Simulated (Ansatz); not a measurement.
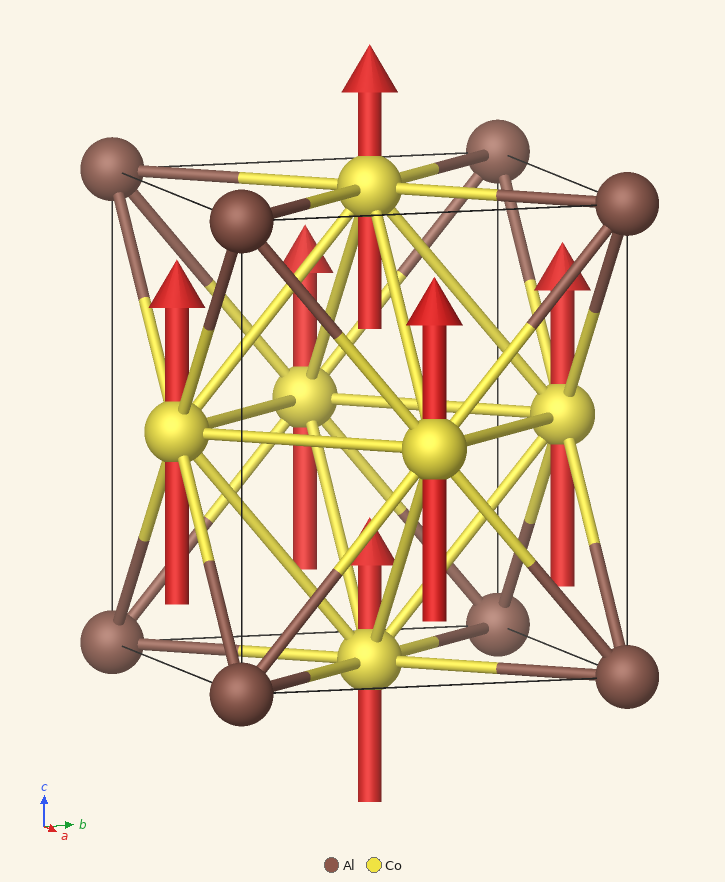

View slightly off an axis, drawn as a ball-and-stick model. The simulation cell is drawn as a box. Arrows are the site magnetic moments above 0.25 μB; longer means larger, and red and blue are up and down (without spin-orbit coupling the axis itself is arbitrary).

This is the state reached for AlCo₃. Level of theory: DFT PBEsol, scalar-relativistic, plane waves, PAW in Ansatz. Settings were a cutoff energy of 420 eV, Brillouin-zone sampling on a 14×14×14 mesh, Gaussian smearing of 0.15 eV, collinear spins.

Q: What do the arrows say about the order?

A: Ferromagnetic (within this cell). Site moments: 3 Co +0.7 to +1.3 μB. The net spin moment of the whole cell is 3.2 μB.

It goes back to a structure listed in the Materials Project. The cell was then strained or its atoms displaced on purpose. It was run through Ansatz as a DFT input.

At this level of theory the run's own cell isn't at rest (compressed, at 23 GPa), so its distances can differ from those at equilibrium, the more so the softer the solid, and its magnetic state may change on relaxation.
